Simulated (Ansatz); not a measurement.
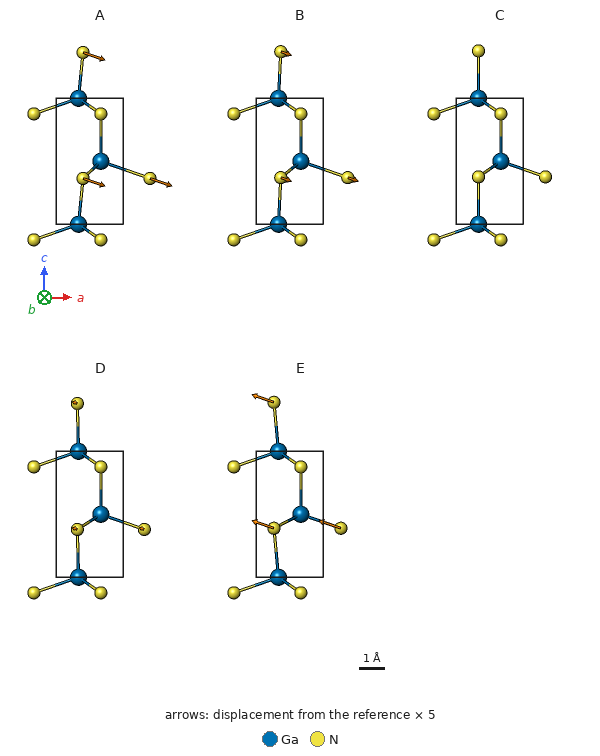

Frames of a one-coordinate scan of solid GaN (P6_3mc). Style: ball-and-stick. Shown: the cell of the calculation, along the b axis. Orange arrows: displacements from the reference.

The calculation used DFT PBE, scalar-relativistic, plane waves, PAW in Ansatz. Set-up: plane-wave cutoff 420 eV; k-point mesh 12 × 12 × 6; occupations gaussian; smearing width 0.05 eV; no spin polarisation. Energies (free energies at the smearing named) are counted from the relaxed crystal.

Q: Which coordinate changes from frame to frame?

A: An N atom (one in each cell of 4 atoms) is moved towards the nearest copy of atom 2 (Ga) at 1.967 Å, all else fixed. In the frames the displacement is −0.20 Å (A), −0.10 Å (B), 0.00 Å (C), 0.05 Å (D), 0.20 Å (E). Their energies are 189 meV/cell, 55 meV/cell, 0 meV/cell, 17 meV/cell, 352 meV/cell.
